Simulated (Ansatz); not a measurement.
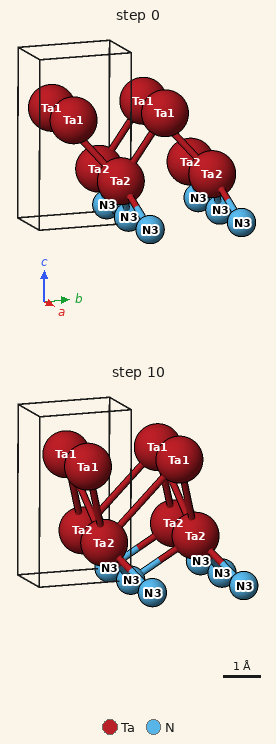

The structure of solid Ta2N (set up in P1) before (top) and after (bottom) a relaxation, at one scale.

Style: ball-and-stick. Shown: the cell of the calculation, repeated 2 × 2 × 1 with one cell outlined, slightly off an axis.

Case: all atoms moved at random, sigma 0.25 Å for each component, cell strained at random, sigma 0.06; relaxed back.

All numbers below come from DFT PBEsol, scalar-relativistic, plane waves, PAW (Ansatz 0.2.0).

Input
```yaml
crystal:
  lattice:
    - [2.6862403415, 0.0051797771, 0.0213482906]
    - [-1.3386343522, 2.8918381219, -0.0394833594]
    - [0.0334463008, -0.0521177627, 4.7582358719]
  atoms:
    - { symbol: Ta, position: [0.6774145943, 0.2104656749, 0.685705842] }
    - { symbol: Ta, position: [0.3110362283, 0.8167030472, 0.2768180337] }
    - { symbol: "N", position: [0.0115491773, -0.0271687221, 0.0374761244] }
basis:
  ecutwfc: 420
kpoints:
  mp_grid: { grid: [12, 12, 8] }
hamiltonian:
  xc: pbesol
scf:
  occupations: { method: gaussian, width: 0.15 }
output:
  forces: true
  stress: true
  eigenvalues: true
relax:
  adjacent_minimum: "off"
  f_tol: 0.01
  max_steps: 80
```

Run as
```bash
ansatz run input.yaml --threads 2 --pin off --max-ram 5120MiB --backend cpu --events-out ev --progress --plain --runs-dir out
```

> Describe what moved and what it gained.

After 7 accepted moves (10 points after the start) the energy has fallen by 4.772 eV per cell of the calculation. The largest force component goes from 14 to 0.00032 eV/Å. The line search rejected the trial steps at points 7, 9 of the run. 1 step only repeated the SCF at the same geometry. The largest move is that of Ta2, 0.59 Å roughly along −b. By element the largest moves are Ta 0.59 Å, N 0.21 Å. The cell stays as it was. Among the contacts that change: Ta1–Ta2 3.134 → 4.063 Å, Ta1–Ta2 (another image) 3.721 → 2.877 Å, Ta1–Ta2 (another image) 2.287 → 3.099 Å, Ta1–N3 2.743 → 2.186 Å. New bonds form, among them: Ta1–N3 (2.74 → 2.19 Å), Ta2–N3 (2.69 → 2.19 Å). Among the angles between lasting bonds that change: Ta2–Ta1–N3 127.5° → 95.7°, Ta1–Ta2–N3 141.5° → 158.6°, Ta2–Ta1–N3 124.5° → 109.6°. The space group (tolerance 0.01 Å) goes from P1 (No. 1) to P-1 (No. 2). Cost: 3.7 min on 2 threads of Arm Neoverse V1 (shared host), peak memory 0.66 GiB.
